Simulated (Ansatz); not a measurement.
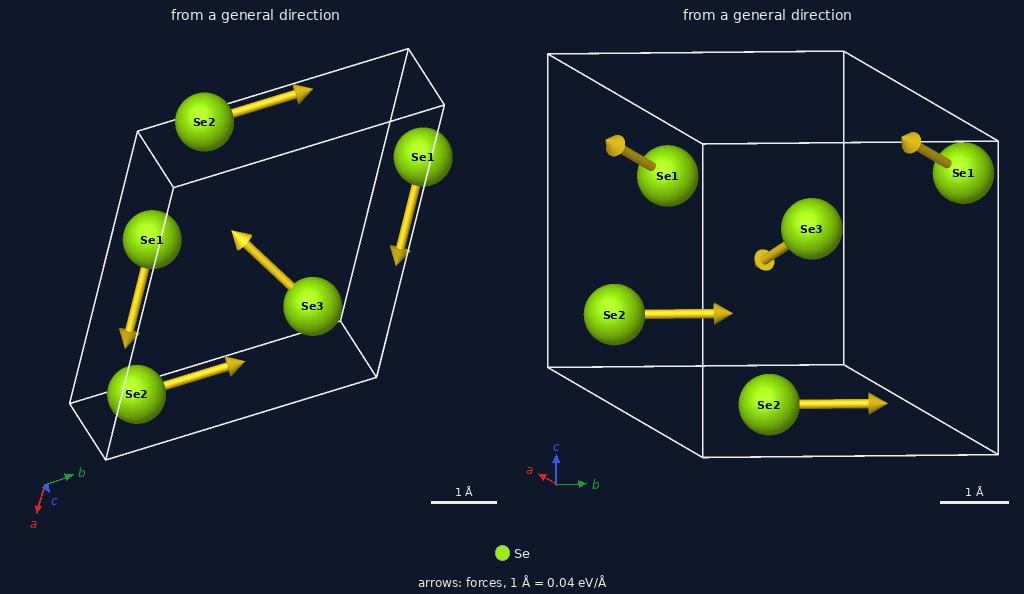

Structure drawing (spheres-only), viewed from two general directions. The simulation cell is outlined; an atom on or near a face, edge or corner is repeated at each equivalent position. The arrows are the computed forces on the atoms.

System: Se. The calculation: DFT r2SCAN, scalar-relativistic, plane waves, PAW in Ansatz, with plane waves to 500 eV, a 10×10×8 k-point grid, Gaussian smearing of 0.05 eV, no spin polarisation.

Q: Would an optimiser stop at this geometry?

A: No. The atoms still feel forces of up to about 0.053 eV/Å, above a usual threshold of 0.01 to 0.03 eV/Å.

Q: Where does the largest force act?

A: All Se atoms, about 0.053 eV/Å.

The structure comes from a structure type known for this element. Earlier steps of the study may have refined or changed the cell and positions. A calculation with Ansatz used it as input.
